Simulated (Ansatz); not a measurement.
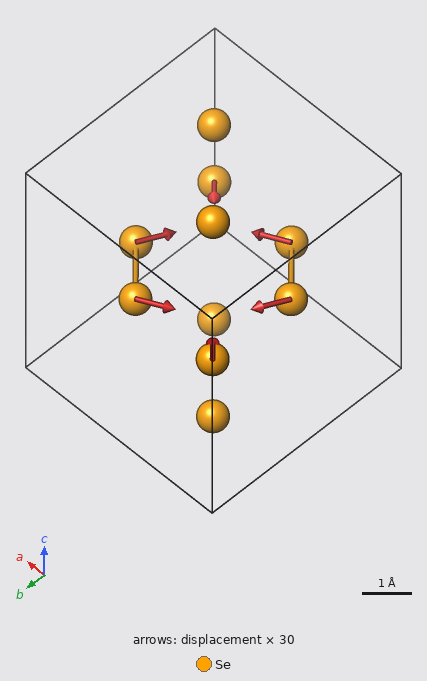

A relaxation of solid Se (a generated structure, set up in P6/mmm). The starting structure is drawn; red arrows show the displacements (the part carried along by the change of the cell is left out), magnified 30 times.

The picture is a ball-and-stick view of the cell of the calculation, seen from a free direction.

Computed with DFT PBE, scalar-relativistic, plane waves, PAW in Ansatz 0.2.0. Set-up: plane-wave cutoff 420 eV; k-point mesh 6 × 6 × 8; occupations gaussian; smearing width 0.1 eV; no spin polarisation; cell and atoms relaxed; force threshold 0.01 eV/Å; at most 80 steps.

Question: Describe the change and its energy.

Answer: The largest moves relative to the cell, 0.032 Å, are those of Se atoms. The volume changes by −0.5 %, with a = b 7.759 → 7.748 Å (−0.1 %), c 4.485 → 4.474 Å (−0.2 %). Near-neighbour distances that change, for instance: Se–Se 2.624 → 2.653 Å. The space group stays P6/mmm (No. 191). After 5 accepted moves (6 points after the start) the energy has fallen by 1.3 meV per atom. Largest force component: 0.094 eV/Å at the start, 0.00076 eV/Å at the end. The pressure goes from −0.32 to 0.00 GPa. The SCF was repeated once at an unchanged geometry on a basis and grid sized afresh for the cell, which shifted the energy by less than 0.05 meV per atom at most. Cost: 3.8 min on 1 thread of Arm Neoverse V2 (shared host), peak memory 0.72 GiB.
